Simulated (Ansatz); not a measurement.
Run report: Si32C (charge +1), geometry relaxation (part 2 of 3)

Si32C (defect cell, 33 atoms in the cell, total charge +1); DFT PBE, scalar-relativistic, plane waves, PAW, spin-polarised (Ansatz 0.2.0); cutoff 420 eV, 3×3×3 k-mesh, Gaussian smearing of 0.01 eV, collinear spins. The structure derives from a Materials Project entry. It belongs to a series of runs on one base structure; here: C interstitial, charge +1, atoms relaxed at the host's cell.

## The program's output, continued
```
SCF iter   1: F=—  HF=-20599.656556 eV  |F-HF|=—  |Δ(HF+E_count)|=         —  Δρ=1.13e-3 (↑7.81e-4 ↓1.13e-3)  dr2=3.49e-2  dr2_m=5.51e-4  M=1.000 μB ∫|m|=1.077 μB  β_m=0.30  ethr=1.08e-4  ⟨swp⟩=3.0  Hψ=5610  notcnv=0  defer=799
preconditioner: auto → Resta (q_TF=auto, 2.087 Å⁻¹)  ε∞=5.4  [insulator: Δε(μ)=0.085 eV  Ē_g=7.917 eV  σ=0.010 eV  W_gap=1.00  n_scr=86 (ndim 8)  ℏωp=16.6 eV  f_vac=0.000  D(μ)=0.00/eV (n_scr^D=0)  ε∞_Penn≈5.4]
spin=Collinear: Resta preconditioning applied to the charge; magnetization (m = ρ↑ − ρ↓) channel mixes plain (no charge-response kernel on spin).
SCF iter   2: F=—  HF=-20599.651429 eV  |F-HF|=—  |Δ(HF+E_count)|=   5.13e-3  Δρ=5.72e-4 (↑4.02e-4 ↓5.72e-4)  dr2=5.39e-3  dr2_m=2.70e-4  M=1.000 μB ∫|m|=1.079 μB  β_m=0.40  ethr=2.66e-5  ⟨swp⟩=2.4  Hψ=5139  notcnv=0  defer=799
SCF iter   3: F=—  HF=-20599.651078 eV  |F-HF|=—  |Δ(HF+E_count)|=   3.51e-4  Δρ=2.21e-4 (↑2.16e-4 ↓2.21e-4)  dr2=5.34e-4  dr2_m=9.04e-5  M=1.000 μB ∫|m|=1.081 μB  β_m=0.70  ethr=4.11e-6  ⟨swp⟩=2.0  Hψ=3951  notcnv=0  defer=799
SCF iter   4: F=—  HF=-20599.651208 eV  |F-HF|=—  |Δ(HF+E_count)|=   1.30e-4  Δρ=4.61e-5 (↑1.93e-5 ↓4.61e-5)  dr2=2.02e-5  dr2_m=4.86e-6  M=1.000 μB ∫|m|=1.083 μB  β_m=0.79  ethr=4.08e-7  ⟨swp⟩=2.0  Hψ=3845  notcnv=0  defer=799
iter 5 did not close the SCF: its close was put off for a magnetic moment that had not settled (scf_convergence_deferred on its scf_iter line)
SCF iter   5: F=-20599.651214 eV  HF=-20599.651214 eV  |F-HF|=3.36e-7  |Δ(HF+E_count)|=   6.18e-6  Δρ=1.28e-5 (↑1.28e-5 ↓9.62e-6)  dr2=1.05e-6  dr2_m=5.64e-7  M=1.000 μB ∫|m|=1.084 μB  β_m=0.89  ethr=1.54e-8  ⟨swp⟩=18.6  Hψ=26672  notcnv=0
SCF iter   6: F=-20599.651215 eV  HF=-20599.651215 eV  |F-HF|=3.08e-8  |Δ(HF+E_count)|=   9.99e-7  Δρ=2.57e-6 (↑2.48e-6 ↓2.57e-6)  dr2=1.33e-7  dr2_m=2.47e-8  M=1.000 μB ∫|m|=1.084 μB  ethr=8.05e-10  ⟨swp⟩=7.3  Hψ=16831  notcnv=0
SCF 3 converged in 6 iterations: F = -20599.651215 eV  dr2 = 1.33e-7
  greatest PAW one-centre occupation: 0.673 electrons in one spin orbital (limit 2), on the C atom at site 32 (counted from 0), in its partial waves of l = 0
relax step   3: F+E_penalty+E_count = -20599.65121489 eV  Δ(F+E_penalty+E_count) = -1.767e-2 eV  max|allowed force component| = 5.294e-2 eV/Å  Δτ_max = 0.0405 Å  (6 SCF iters, dr2 threshold 2.88e-5 eV, accepted)
SCF iter   1: F=—  HF=-20599.651523 eV  |F-HF|=—  |Δ(HF+E_count)|=         —  Δρ=1.25e-4 (↑1.16e-4 ↓1.25e-4)  dr2=4.54e-4  dr2_m=6.20e-6  M=1.000 μB ∫|m|=1.084 μB  β_m=0.30  ethr=1.15e-5  ⟨swp⟩=3.0  Hψ=5612  notcnv=0  defer=799
preconditioner: auto → Resta (q_TF=auto, 2.087 Å⁻¹)  ε∞=5.4  [insulator: Δε(μ)=0.051 eV  Ē_g=7.920 eV  σ=0.010 eV  W_gap=1.00  n_scr=86 (ndim 8)  ℏωp=16.6 eV  f_vac=0.000  D(μ)=0.01/eV (n_scr^D=0)  ε∞_Penn≈5.4]
spin=Collinear: Resta preconditioning applied to the charge; magnetization (m = ρ↑ − ρ↓) channel mixes plain (no charge-response kernel on spin).
SCF iter   2: F=—  HF=-20599.651468 eV  |F-HF|=—  |Δ(HF+E_count)|=   5.56e-5  Δρ=7.62e-5 (↑7.45e-5 ↓7.62e-5)  dr2=1.23e-4  dr2_m=3.11e-6  M=1.000 μB ∫|m|=1.084 μB  β_m=0.46  ethr=3.47e-7  ⟨swp⟩=1.6  Hψ=3263  notcnv=0  defer=799
SCF iter   3: F=—  HF=-20599.651450 eV  |F-HF|=—  |Δ(HF+E_count)|=   1.75e-5  Δρ=2.99e-5 (↑2.88e-5 ↓2.99e-5)  dr2=1.43e-5  dr2_m=5.71e-7  M=1.000 μB ∫|m|=1.084 μB  β_m=0.60  ethr=9.40e-8  ⟨swp⟩=2.0  Hψ=3382  notcnv=0  defer=799
SCF iter   4: F=—  HF=-20599.651630 eV  |F-HF|=—  |Δ(HF+E_count)|=   1.80e-4  Δρ=4.92e-6 (↑4.85e-6 ↓4.92e-6)  dr2=5.54e-7  dr2_m=2.60e-8  M=1.000 μB ∫|m|=1.084 μB  β_m=0.70  ethr=1.09e-8  ⟨swp⟩=2.0  Hψ=3830  notcnv=0  defer=799
iter 5 did not close the SCF: its close was put off for a magnetic moment that had not settled (scf_convergence_deferred on its scf_iter line)
SCF iter   5: F=-20599.651630 eV  HF=-20599.651630 eV  |F-HF|=1.38e-8  |Δ(HF+E_count)|=   1.18e-7  Δρ=1.44e-6 (↑9.46e-7 ↓1.44e-6)  dr2=3.09e-8  dr2_m=2.88e-9  M=1.000 μB ∫|m|=1.084 μB  β_m=0.81  ethr=7.63e-11  ⟨swp⟩=13.9  Hψ=20440  notcnv=0
SCF iter   6: F=-20599.651630 eV  HF=-20599.651630 eV  |F-HF|=2.15e-9  |Δ(HF+E_count)|=   2.07e-8  Δρ=3.89e-7 (↑3.04e-7 ↓3.89e-7)  dr2=2.24e-9  dr2_m=2.90e-10  M=1.000 μB ∫|m|=1.084 μB  ethr=2.36e-11  ⟨swp⟩=5.5  Hψ=14095  notcnv=0
SCF 4 converged in 6 iterations: F = -20599.651630 eV  dr2 = 2.24e-9
relax step   4: F+E_penalty+E_count = -20599.65163011 eV  Δ(F+E_penalty+E_count) = -4.152e-4 eV  max|allowed force component| = 7.851e-3 eV/Å  Δτ_max = 0.0050 Å  (6 SCF iters, accepted)
```

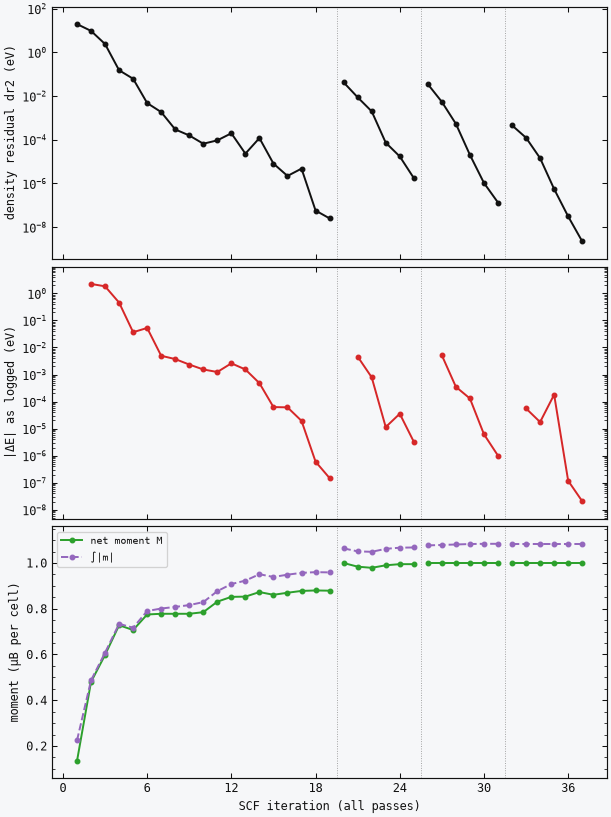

*Convergence of the self-consistent field: density residual dr2, size of the energy change and magnetic moment against the SCF iteration. The dotted lines part the SCF passes of the relaxation: geometry steps, rejected trials and re-solves on a re-selected basis.*

The passes take 19, 6, 6 and 6 iterations. The net moment goes from 0.1 to 1.0 μB per cell.

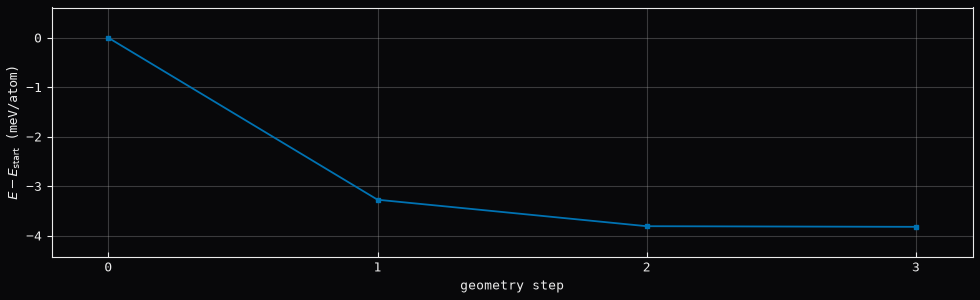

*Progress of the relaxation, step by step (the first geometry is step 0 here and step 1 in the log).*

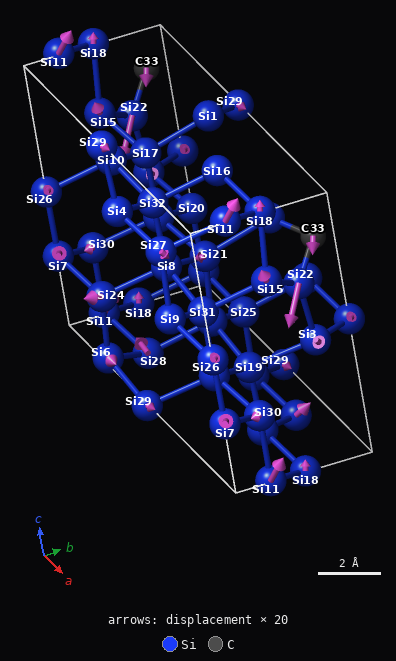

*The starting structure with the displacements as pink arrows, magnified 20 times (ball-and-stick view of the cell of the calculation, seen slightly off an axis).*

After 3 geometry steps the energy has fallen by 3.8 meV per atom. Largest force component: 1.3 eV/Å at the start, 0.0079 eV/Å at the end. The largest move is that of Si22, 0.077 Å. Largest moves by element: Si 0.077 Å, C 0.033 Å. The cell doesn't change. Among the contacts that change: Si11–Si28 2.425 → 2.362 Å, Si7–Si30 2.427 → 2.366 Å, Si22–C33 1.729 → 1.774 Å, Si11–Si30 2.410 → 2.366 Å. Among the angles that change: Si3–Si22–Si15 130.1° → 134.4°, Si18–Si11–Si27 110.6° → 108.4°, Si28–Si11–Si30 105.9° → 108.0°. (Atoms are counted from 1 in the order of the input.)

```
SCF converged after 6 iterations
Magnetization: 1.0000 μB (66.0000 up, 65.0000 down)
Absolute magnetization: 1.0855 μB (∫|ρ↑−ρ↓|, with the PAW one-centre terms)
Spin contamination: 0.0046 ħ² per cell (⟨S²⟩ above its minimum at these occupations)
Per-site moments (μB) at R_I (Å): [(0.00739102059278479, 0.9685090562027786), (0.004365274962781373, 0.9665781539729494), (0.021772225157261075, 0.9460810063265109), (0.007378700097521019, 0.9685109109502327), (0.0011130626588985333, 0.7637829002091424), (0.0011043547063596861, 0.7637738181557838), (0.0001352360712239292, 0.9737008837600397), (0.0073760039860793665, 0.9685939414695349), (0.004362630121569598, 0.9666163303126581), (0.004358327069347534, 0.9665835902800096), (0.00013634024571318776, 0.9736886278944895), (0.007374154964633751, 0.9685786362741255), (0.0011337063563844243, 0.9752671942223947), (0.0011358658693929027, 0.9752838118885473), (0.02174094914161018, 0.9458751731218861), (0.0043610255230390835, 0.9666343374138137), (0.005404441814121212, 0.9681376774707611), (0.0014350189285425648, 0.9736886278944895), (0.005412436578096394, 0.9681452718147099), (0.005412337977502776, 0.9681315648278701), (0.0004986006571456303, 0.9786639982610881), (0.0023853122965753833, 0.7318715621690037), (0.018488257582421126, 0.9664202627631349), (0.01847154235258854, 0.9665015745902055), (0.00927511229675304, 0.9665781539729494), (0.0014335120142861006, 0.9737008837600397), (0.01847355328657111, 0.9664414161176453), (0.018472651238993304, 0.9664490489477062), (0.0004997196575242674, 0.9786163850179707), (0.002339868244512636, 0.975956678779763), (0.0054145820265148565, 0.9681202484819886), (0.009267332221938962, 0.9665835902800096), (0.2474574941234747, 0.7318715621690037)]
Free energy (F): -20599.651630 eV
Harris-Foulkes:  -20599.651630 eV  (|F-HF|=2.15e-9)
Internal energy: -20599.651630 eV  (E = F + TS)
E sigma→0 (E₀):  -20599.651630 eV
Entropy (-TS):   -0.000000 eV (-0.000 meV/atom)
Fermi energy:    6.152099 eV
--- Per-component energies (eV) ---
  E_band       = 132.654433
  E_kinetic    = 1364.784394
  E_local      = -1074.381977  (includes V_loc(G=0)·N_el)
  E_nonlocal   = 853.453874
  E_hartree    = 306.698093
  E_xc         = -1802.554970
  E_vxc        = -1540.222513  (∫ρ·V_xc dr)
  E_paw        = -16506.648941  (= ΣΔE_a)
  E_vpaw       = -84.375633  (= ΣTr[D̂ρ^β])
  E_aug_tail   = 0.000201  (compensation charges beyond the density's cutoff)
  E_ewald      = -3741.002303
  E_smearing   = -0.000000  (= −TS)
  E_closure    = 0.000000  (closes the sum)
  E_deformation_potential = 12.486331  (in the stress; not in F)
  Σ components = -20599.651630   (vs F -20599.651630, Δ=0.00e0)
--- Forces (eV/Å), atoms counted from 1 ---
  atom   1  Si    -0.00097684     0.00151383    -0.00007789
  atom   2  Si     0.00020616    -0.00090318     0.00017153
  atom   3  Si    -0.00277589    -0.00744399     0.00249039
  atom   4  Si     0.00191657    -0.00086343    -0.00039154
  atom   5  Si     0.00284558     0.00311147    -0.00030937
  atom   6  Si     0.00082203    -0.00061309     0.00003209
  atom   7  Si     0.00121036    -0.00080937    -0.00142447
  atom   8  Si    -0.00161145     0.00003924     0.00012187
  atom   9  Si     0.00021583    -0.00000926    -0.00119928
  atom  10  Si    -0.00034600    -0.00012386     0.00019580
  atom  11  Si    -0.00119908     0.00076557    -0.00137242
  atom  12  Si     0.00034935    -0.00125533     0.00010422
  atom  13  Si    -0.00077239    -0.00107868    -0.00137947
  atom  14  Si    -0.00010401     0.00051678     0.00030031
  atom  15  Si    -0.00471800    -0.00565955     0.00218791
  atom  16  Si    -0.00044275    -0.00019694    -0.00105820
  atom  17  Si    -0.00129765     0.00114981    -0.00082548
  atom  18  Si    -0.00027803    -0.00039336     0.00306244
  atom  19  Si     0.00207813     0.00280904     0.00138744
  atom  20  Si     0.00077568    -0.00245350     0.00062312
  atom  21  Si    -0.00244078    -0.00275228    -0.00285791
  atom  22  Si     0.00170627     0.00785131    -0.00607393
  atom  23  Si    -0.00001962    -0.00025743     0.00016731
  atom  24  Si    -0.00058162     0.00050053     0.00028544
  atom  25  Si     0.00107154    -0.00029634    -0.00090377
  atom  26  Si    -0.00031381    -0.00001345     0.00306116
  atom  27  Si    -0.00038617    -0.00019927    -0.00040515
  atom  28  Si     0.00080562     0.00019660     0.00118077
  atom  29  Si     0.00195310     0.00237159     0.00115719
  atom  30  Si     0.00022624     0.00024492     0.00126288
  atom  31  Si     0.00274435     0.00227614     0.00242548
  atom  32  Si    -0.00030316     0.00149080    -0.00108839
  atom  33  C     -0.00035226     0.00048769    -0.00084967
  max |Σ_I F_I| component: 7.31e-6 eV/Å
--- Charged-cell corrections in eV (Makov–Payne, q = +1.000 e, ε = 12.982) ---
  F (periodic)     = -20599.651630  (uncorrected; the corrections below are reported, never added to it)
  E_corr1          = +0.184483  (monopole, q²α_M/2εL)
  F Makov-Payne    = -20599.467148  (F + E_corr1; no measured alignment; for a localised charge, not one spread in a band: unchecked)
  no potential alignment in this run, which stands beside a crystal: run the host's input off ansatz write-host-input, and read the two finished runs by ansatz place-levels (neither reads a slab, a wire or a sheet, whose cell leaves a vacuum)
--- Band table (eV; the first three rows and the last of 28) ---
  k-point 0 ↑: bands = ["-6.9982", "-5.4614", "-4.0835", "-3.9012", "-3.8754", "-3.7555", "-3.7413", "-3.7316", "-3.7205", "-3.6786", "-3.6643", "-3.6318", "-3.6074", "-2.3154", "-1.8731", "-1.8719", "-1.7019", "-1.6715", "-1.6380", "-0.5868", "-0.0824", "-0.0172", "0.5028", "0.5759", "0.6346", "0.6350", "0.6414", "0.6875", "0.6939", "0.7016", "0.7337", "1.4642", "1.9904", "2.0040", "2.0405", "2.2511", "2.3546", "2.3896", "2.4005", "2.4172", "2.4767", "2.4853", "2.4973", "3.0036", "3.1598", "3.1620", "3.3386", "3.3748", "3.3802", "3.6719", "4.0876", "4.4348", "4.4834", "4.6734", "4.7108", "4.7623", "4.8062", "4.8145", "4.8421", "4.8709", "4.8764", "5.1685", "5.2927", "5.7583", "6.1070", "6.1117", "6.3241", "6.6895", "6.8192", "7.0368", "7.2689", "7.3259", "7.8599", "8.1495", "8.2645", "8.4591", "8.4764", "8.4801", "8.5413", "8.5616", "8.5710", "8.6478", "8.6578", "8.6642", "8.6919", "8.9407", "9.8046", "9.9045", "9.9374", "10.2866", "10.6055", "10.7456", "10.7540", "10.8002", "10.8085", "10.8314", "10.8661", "10.8789", "10.8968", "10.9062"]
  k-point 1 ↑: bands = ["-6.9797", "-5.3366", "-4.7192", "-4.2360", "-4.1764", "-4.1186", "-3.8633", "-3.5589", "-3.3633", "-3.1975", "-3.1191", "-3.0386", "-2.9185", "-2.8021", "-2.6191", "-1.9496", "-1.6353", "-1.2833", "-0.8676", "-0.7007", "-0.5239", "-0.3899", "-0.3653", "-0.3382", "0.1263", "0.3598", "0.5828", "0.6495", "0.7606", "0.8855", "1.3446", "1.7842", "2.0088", "2.0735", "2.2886", "2.4676", "2.4991", "2.5610", "2.5901", "2.8392", "2.8853", "2.9554", "3.1816", "3.2338", "3.3927", "3.4514", "3.6060", "3.6241", "3.6991", "3.7425", "3.8067", "3.8832", "3.9590", "4.0191", "4.0956", "4.1806", "4.4265", "4.6072", "4.6944", "4.7565", "4.8319", "4.8865", "5.0766", "5.4981", "5.7887", "5.9840", "6.6845", "7.1891", "7.3647", "7.6459", "7.7647", "7.9986", "8.2121", "8.4075", "8.5073", "8.5629", "8.6352", "8.6983", "8.7586", "8.7890", "8.8454", "8.8543", "8.9375", "9.0082", "9.0465", "9.2082", "9.2789", "9.3490", "9.3891", "9.4988", "9.5401", "9.6571", "9.7484", "9.7666", "9.8038", "9.8204", "9.9091", "10.0436", "10.1974", "10.4225"]
  k-point 2 ↑: bands = ["-6.9797", "-5.3367", "-4.7192", "-4.2358", "-4.1763", "-4.1184", "-3.8636", "-3.5589", "-3.3633", "-3.1976", "-3.1190", "-3.0385", "-2.9186", "-2.8021", "-2.6191", "-1.9497", "-1.6351", "-1.2834", "-0.8677", "-0.7007", "-0.5240", "-0.3898", "-0.3653", "-0.3382", "0.1264", "0.3599", "0.5827", "0.6496", "0.7605", "0.8856", "1.3445", "1.7841", "2.0087", "2.0736", "2.2886", "2.4677", "2.4991", "2.5610", "2.5901", "2.8392", "2.8852", "2.9554", "3.1816", "3.2338", "3.3926", "3.4513", "3.6061", "3.6242", "3.6991", "3.7424", "3.8066", "3.8832", "3.9589", "4.0191", "4.0956", "4.1806", "4.4265", "4.6071", "4.6946", "4.7565", "4.8319", "4.8865", "5.0766", "5.4983", "5.7885", "5.9840", "6.6846", "7.1891", "7.3646", "7.6459", "7.7646", "7.9986", "8.2122", "8.4075", "8.5075", "8.5630", "8.6352", "8.6984", "8.7587", "8.7891", "8.8454", "8.8542", "8.9375", "9.0082", "9.0465", "9.2080", "9.2788", "9.3491", "9.3890", "9.4988", "9.5400", "9.6570", "9.7483", "9.7666", "9.8039", "9.8204", "9.9090", "10.0435", "10.1975", "10.4226"]
```
